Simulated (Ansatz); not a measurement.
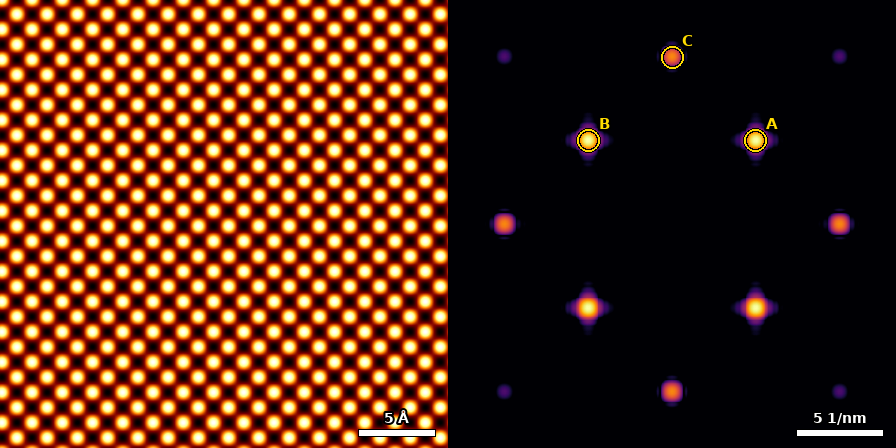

Z-contrast image of a crystal. Simulation: incoherent imaging, intensity Z^1.7 per atom, probe width 0.92 Å, thin sample.

The right panel is the modulus of the image's Fourier transform on a logarithmic scale.

Which lattice spacings do the marked spots stand for, and what angle do A and B enclose?

Answer. A: 1.4 Å, B: 1.4 Å, C: 1.0 Å; A and B enclose about 90°.

The crystal is B (Fd-3m, No. 227) along [001]; the spots are (-2 2 0), (-2 -2 0) and (-4 0 0). Structure: the end point of a relaxation with DFT PBE, scalar-relativistic, plane waves, PAW (Ansatz 0.2.0); the starting structure was generated, so it need not be a known form of this composition.
